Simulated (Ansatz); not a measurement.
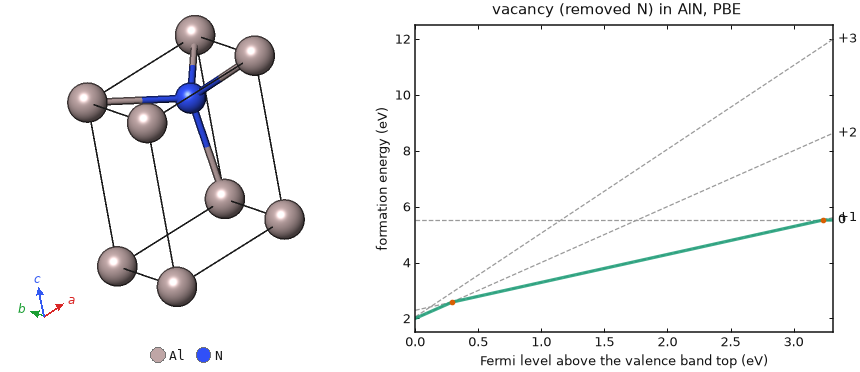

The plot gives the computed formation energy of each charge state against the Fermi level for vacancy (removed N) in AlN. The thick line follows the lowest charge state; the axis spans the host's computed gap. The cell is drawn beside the plot.

Structure:
```
CELL_PARAMETERS angstrom
0.00000 2.20160 2.20160
2.20160 0.00000 2.20160
2.20160 2.20160 0.00000
ATOMIC_POSITIONS crystal
Al 0.00000 0.00000 0.00000
N 0.75000 0.75000 0.75000
```

How it was computed, with Ansatz 0.2.0: charge states of a point defect in a periodic supercell, each relaxed, energies over the elements' standard states with the Fermi level at the host's valence band top, point-charge and potential alignment terms added, no band filling term, levels over that top; plane waves with PAW datasets; energies extrapolated to zero smearing. Level: PBE, allowed.

- host atoms in supercell: 32
- wave cutoff: 420 eV
- k mesh: 2×2×2
- occupations: Gaussian
- smearing width: 0.01 eV
- k shift: (0.5, 0.5, 0.5) (mesh steps)
- start displacement: 0.05 Å
- defect kind: vacancy
- removed element: N
- added element: none
- defect place: (0.75, 0.75, 0.75) (fraction of the host cell vector)
- host gap: 3.312 eV
- static dielectric xx yy zz: (8.66, 8.66, 8.66)

> Where do the charge transition levels lie?

The stable charge changes at 0.29 eV (+2/+1) and 3.23 eV (+1/0) above the valence band top.

> Which charge is stable in p-type, intrinsic and n-type conditions?

The lowest state is +2 at the valence band top, +1 at mid-gap and 0 at the conduction band bottom, 3.31 eV higher.

> What is the formation energy at mid-gap?

With the Fermi level at mid-gap the formation energy is 3.9 eV against the elements' standard states.

Caveats: a crossing between the sampled k points may be missed; charged cell in a neutralising background; coarse k mesh; fractional moment from partly filled bands; potential alignment in doubt; random start near the defect, other minima possible; small supercell.
